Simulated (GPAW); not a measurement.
## KBr (Fm-3m): refractive index against wavelength

The refractive index of KBr (Fm-3m) below the direct gap (4.04 eV on the mesh) is read from one computed spectrum, n = √(Re ε).

Cell: a, b, c = 4.667, 4.667, 4.667 Å (primitive vectors), 2 atoms.

Method: GPAW 26.7.0, LDA, RPA, k-mesh 16×16×16, local fields up to 50 eV, Lorentzian half width 0.1 eV.

Launch of the response step: `OMP_NUM_THREADS=1 python df.py`. The run took 5.9 min, its band step included, on 1 thread of Arm Neoverse V1, on a shared host.

```tsv
wavelength (nm)	photon energy E (eV)	n
1310	0.946	1.5789
1064	1.165	1.5824
850	1.459	1.5883
700	1.771	1.5964
633	1.959	1.6022
532	2.331	1.6164
450	2.755	?
```

In the single-oscillator model n² − 1 = E₀E_d/(E₀² − E²), so 1/(n² − 1) = E₀/E_d − E²/(E₀E_d) is linear in E².

Working, on the rows shown:

| x = E² (eV²) | y = 1/(n² − 1) |
| --- | --- |
| 0.895757 | 0.669826 |
| 1.35784 | 0.664898 |
| 2.12762 | 0.65673 |
| 3.13716 | 0.645789 |
| 3.83641 | 0.638144 |
| 5.43137 | 0.620059 |

Means: x̄ = 2.7977, ȳ = 0.64924. Σ(x − x̄)(y − ȳ) = -0.1563, Σ(x − x̄)² = 14.27. Slope = -0.1563 / 14.27 = -0.01095; intercept = ȳ − slope · x̄ = 0.67988. Turned back into n, the line misses the rows shown by at most 0.00027.

Question: Fill in the last column of the withheld row.

Answer: At x = 7.5912 the line gives y = 0.59675, that is 1.6358. The run gave 1.6380, so the extrapolation is off by 0.0022, 4 % of the range in the table.

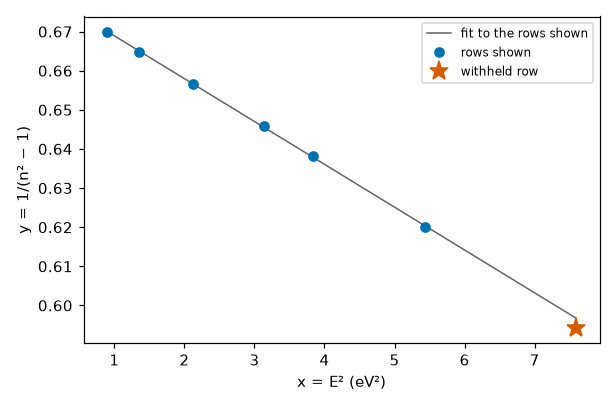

Refitted with all rows, the slope is -0.01126 and the intercept 0.6806. These give E₀ = √(intercept/−slope) = 7.77 eV and E_d = E₀/intercept = 11.4 eV; E₀ is 1.9 times the direct gap. The electronic limit at long wavelengths, without lattice vibrations, is n = √(1 + 1/intercept) = 1.571. Excitons are left out; LDA gaps are as a rule too small. The values come from a sum over the points of one k-mesh and carry its error, which grows as the direct gap shrinks. Spin-orbit coupling is left out.

[Logs are printed without paths, hosts, clocks, repeated set-up lines and the standing remarks that a program may print on its own settings, such as how far it seeks lower states.]
